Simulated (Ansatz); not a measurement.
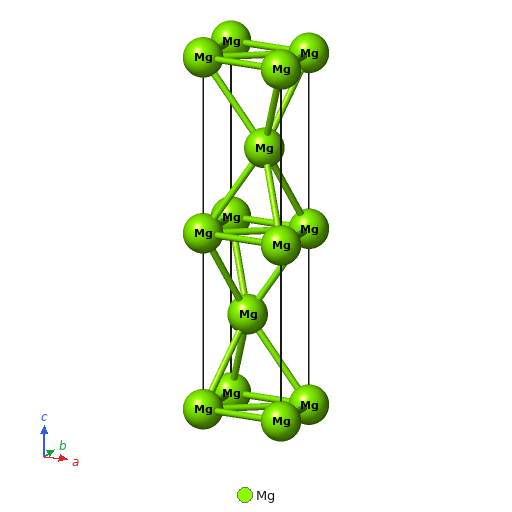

System: Mg, space group P6_3/mmc (No. 194). The picture shows the conventional cell.

The given structure:
```
CELL_PARAMETERS angstrom
3.17683 0.00000 0.00000
-1.58841 2.75121 0.00000
0.00000 0.00000 10.31886
ATOMIC_POSITIONS crystal
Mg 0.00000 0.00000 0.00000
Mg 0.33333 0.66667 0.25000
Mg 0.00000 0.00000 0.50000
Mg 0.66667 0.33333 0.75000
```

Method: volume and cell lengths of one structure relaxed by several density functionals; plane waves with PAW datasets, Γ-centred k mesh (Ansatz 0.2.0). All runs: no spin polarisation.

- occupations: Gaussian
- smearing width: 0.1 eV

The space group named is that of the starting cell.

What does the calculation give for the volume by functional? The cases: LDA; PBE+D3(BJ); PBE.

LDA gives 21.66 Å³/atom, PBE+D3(BJ) 21.76 Å³/atom and PBE 23.02 Å³/atom.

| functional | volume (Å³/atom) |
| --- | --- |
| LDA | 21.66 |
| PBE+D3(BJ) | 21.76 |
| PBE | 23.02 |

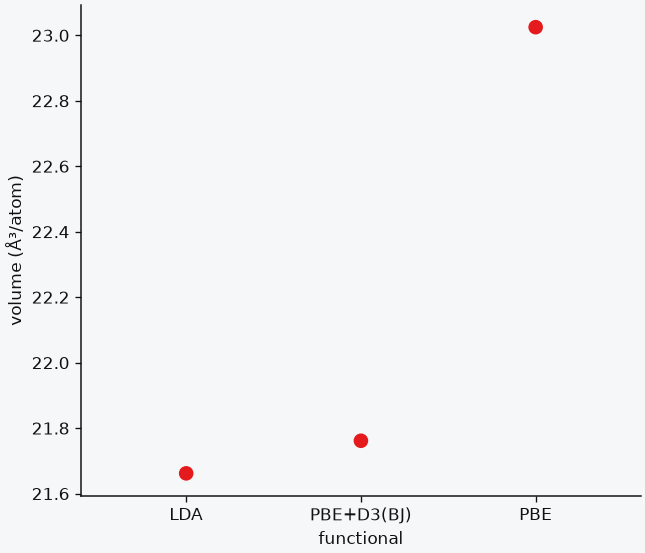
